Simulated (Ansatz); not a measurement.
# Run report: NbN, single-point calculation (part 3 of 3)

The same run, continued: NbN (Fm-3m, 2 atoms in the cell); DFT PBE+U, scalar-relativistic, plane waves, PAW, Ueff = 3 eV on Nb atom 1 d, spin-polarised (Ansatz 0.2.0); cutoff 420 eV, 7×7×7 k-mesh, Gaussian smearing of 0.05 eV, collinear spins. The structure derives from an entry of the Crystallography Open Database. It belongs to a series of runs on one base structure; here: natural orbitals of the symmetric run, filled by rank.

Geometry of the input (Å; fractional positions):
```
0.0000  2.1945  2.1945
2.1945  0.0000  2.1945
2.1945  2.1945  0.0000
Nb 0.5000  0.5000  0.5000
N  0.0000  0.0000  0.0000
```

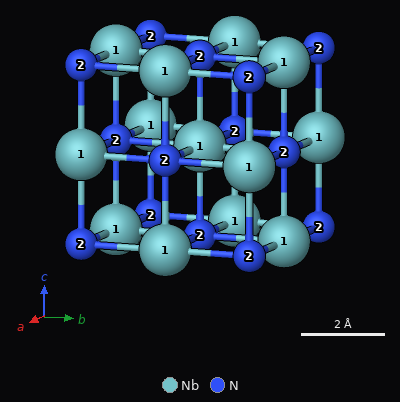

Fig. 1: The structure as given in the input (ball-and-stick view of the cell 4 times as large as that of the calculation, set on its symmetry axes, seen slightly off an axis; atoms are numbered from 1 in the order of the input).

Log, continued
```
Absolute magnetization: 0.0237 μB (∫|ρ↑−ρ↓|, with the PAW one-centre terms)
Spin contamination: 0.0053 ħ² per cell (⟨S²⟩ above its minimum at these occupations)
Per-site moments (μB) at R_I (Å): [(0.00019046420477720116, 0.9052315511250002), (-8.885096506140756e-5, 0.9052315511250002)]
Free energy (F): -4934.697873 eV
Harris-Foulkes:  -4934.697873 eV  (|F-HF|=0.00e0)
Internal energy: -4934.695146 eV  (E = F + TS)
E sigma→0 (E₀):  -4934.696509 eV
Entropy (-TS):   -0.002727 eV (-1.363 meV/atom)
Fermi energy:    20.702720 eV
--- Per-component energies (eV) ---
  E_band       = -8.013809
  E_kinetic    = 529.422227
  E_local      = -719.747970  (includes V_loc(G=0)·N_el)
  E_nonlocal   = 163.566825
  E_hartree    = 217.693653
  E_xc         = -237.579603
  E_vxc        = -292.066976  (∫ρ·V_xc dr)
  E_hubbard    = 3.498071  (on-site DFT+U / exact-exchange correction)
  E_vhub       = 1.144084  (the Hubbard potential's part of the band-sum identity)
  E_paw        = -3200.060622  (= ΣΔE_a)
  E_vpaw       = -125.719387  (= ΣTr[D̂ρ^β])
  E_aug_tail   = 0.000100  (compensation charges beyond the density's cutoff)
  E_ewald      = -1691.487828
  E_smearing   = -0.002727  (= −TS)
  E_closure    = 0.000000  (closes the sum)
  Σ components = -4934.697873   (vs F -4934.697873, Δ=0.00e0)
--- Specified on-site occupations, and those of the state reported ---
  electrons in the specified blocks: 2.1000 specified, 3.9014 found
  site 0 (l=d) ↑: largest change of an orbital's occupation 0.5197; electrons 2.0000 specified, 1.9509 found; spectral distance 0.9374
  site 0 (l=d) ↓: largest change of an orbital's occupation 0.4344; electrons 0.1000 specified, 1.9505 found; spectral distance 0.8417
--- Forces (eV/Å), atoms counted from 1 ---
  atom   1  Nb     0.00000000     0.00000000    -0.00000000
  atom   2  N     -0.00000000     0.00000000     0.00000000
  max |Σ_I F_I| component: 2.39e-29 eV/Å
--- Stress (GPa, compression-positive) ---
        9.042278       0.000000       0.000000
        0.000000       9.007998       0.000000
        0.000000       0.000000       9.042278
  P = ⅓ Tr σ = 9.0309 GPa (90.309 kbar)
--- Band table (eV; the first three rows and the last of 80) ---
  k-point 0 ↑: bands = ["-35.8375", "-11.4946", "-11.4864", "-11.4864", "3.1340", "17.4521", "17.4521", "17.4533", "18.7352", "18.7352", "18.7948", "21.0457", "21.0540", "23.9718"]
  k-point 1 ↑: bands = ["-35.8116", "-11.7024", "-11.5093", "-11.5040", "3.5656", "15.7285", "16.2311", "16.2362", "19.3500", "19.3830", "19.5226", "22.6196", "22.6265", "25.0510"]
  k-point 2 ↑: bands = ["-35.7515", "-12.1558", "-11.5484", "-11.5431", "4.5934", "13.4175", "14.7688", "14.7749", "20.5697", "20.6555", "20.6949", "25.3165", "25.3224", "26.5641"]
  k-point 39 ↓: bands = ["-35.6493", "-12.3061", "-11.9232", "-11.8000", "4.2613", "14.9083", "14.9145", "16.1062", "17.5850", "23.3006", "23.3586", "23.8799", "25.1588", "30.5044"]
Occupation matrices written to [file]
--- Löwdin populations: 2 sites ---
  site symbol       q [e]    m [muB]
     0     Nb     12.2654     0.0003
     1      N      5.6666    -0.0001
  spilling = 0.003776 (of n_electrons = 18.000000)
--- Occupation matrices: 1 shell (run DFT+U table (all-electron-ortho-atomic); ε = 1.65e-4) ---
  Nb0 d_4D: site group Oh (m-3m)
  Nb0 d_4D up     Tr n = 1.9509  λ = 0.306 0.306 0.438 0.450 0.450  [x2-y2 0.75 (Eg 1.00) Eg(1.00) | z2 0.75 (Eg 1.00) Eg(1.00) | xz 1.00 (T2g 1.00) T2g(1.00) | 2× yz 0.50 (T2g 1.00) T2g(1.00)]
  Nb0 d_4D dn     Tr n = 1.9505  λ = 0.306 0.306 0.442 0.442 0.454  [z2 0.75 (Eg 1.00) Eg(1.00) | x2-y2 0.75 (Eg 1.00) Eg(1.00) | 2× yz 0.50 (T2g 1.00) T2g(1.00) | xz 1.00 (T2g 1.00) T2g(1.00)]
  specified occupation → Nb0 d_4D up: matrix, ‖Δ‖_F = 0.9374, Tr Δ = +0.0491, displaced = 1.0149, d_λ = 0.9374; orbital distance = 0.0000
  specified occupation → Nb0 d_4D dn: matrix, ‖Δ‖_F = 0.8417, Tr Δ = -1.8505, displaced = 0.9253, d_λ = 0.8417; orbital distance = 0.0000
  Tr n, λ and their labels are of the run-group-symmetrised matrices; stabiliser: 16 of 96 elements of G0×{1,Θ} (closed), max defect 1.1e-15 at τ = 3.5e-5
```

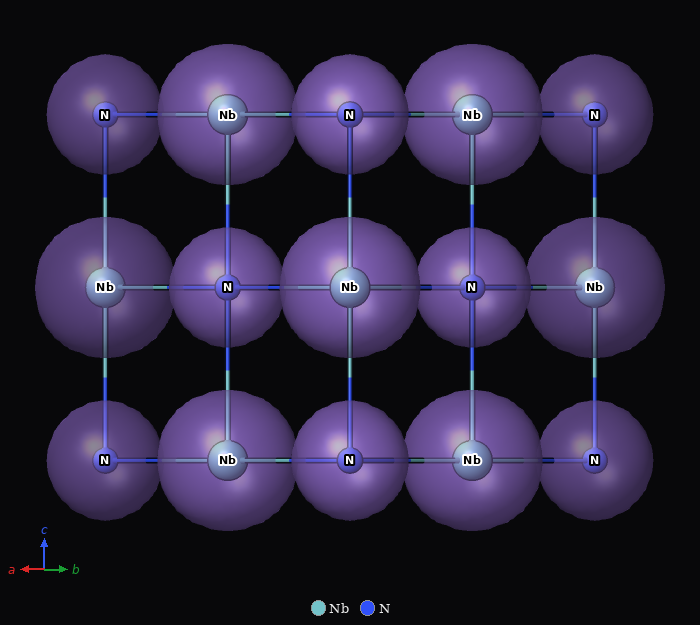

Fig. 2: Isosurface of the valence charge density (pseudo) at 1 e/Å³ (purple), seen along [110]. Sticks mark near contacts. The outline is the cell set on symmetry axes. At this value the density breaks into separate islands; it holds about 65 % of the electrons treated as valence (semicore included). It is pinched off along the Nb–N (2.19 Å) contacts. On the grid the lowest density along these lines, outside the cores, is 0.54 e/Å³ (Nb–N, 2.19 Å). Core electrons are frozen (PAW), so the fields are smoothed inside the atomic spheres.

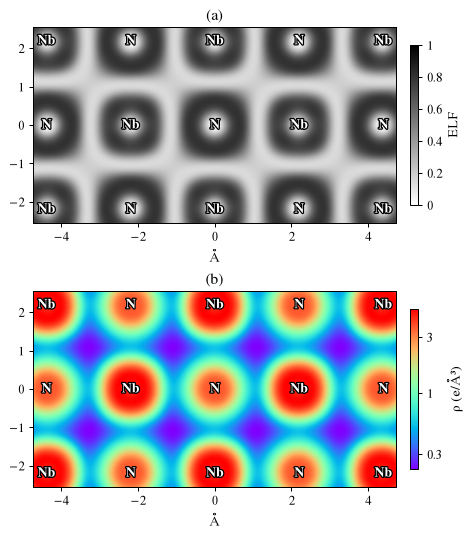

Fig. 3: (a) ELF; (b) valence charge density (pseudo) on the (010) plane of the conventional cell. The plane passes through Nb and N nuclei. Nb–N (2.19 Å): ρ at the midpoint is about 0.54 e/Å³; the ELF is about 0.15 at the midpoint; no shared pair; the contact is polar. Away from the nuclei the density in this plane falls to 0.22 e/Å³ at its lowest. The strong features right at Nb lie inside the PAW spheres (semicore, d or f shells) and say nothing about bonding.

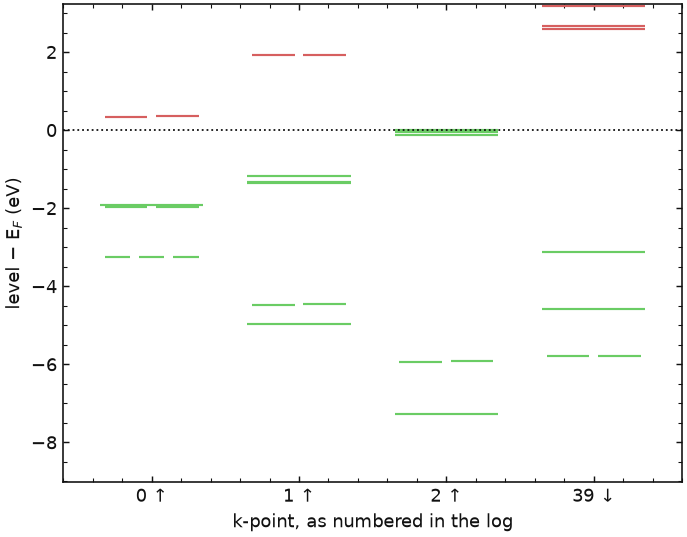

Fig. 4: Kohn–Sham levels near the Fermi level (dotted) at the few k-points that the log prints; levels within 0.02 eV of each other stand side by side. The system is metallic on the full mesh.
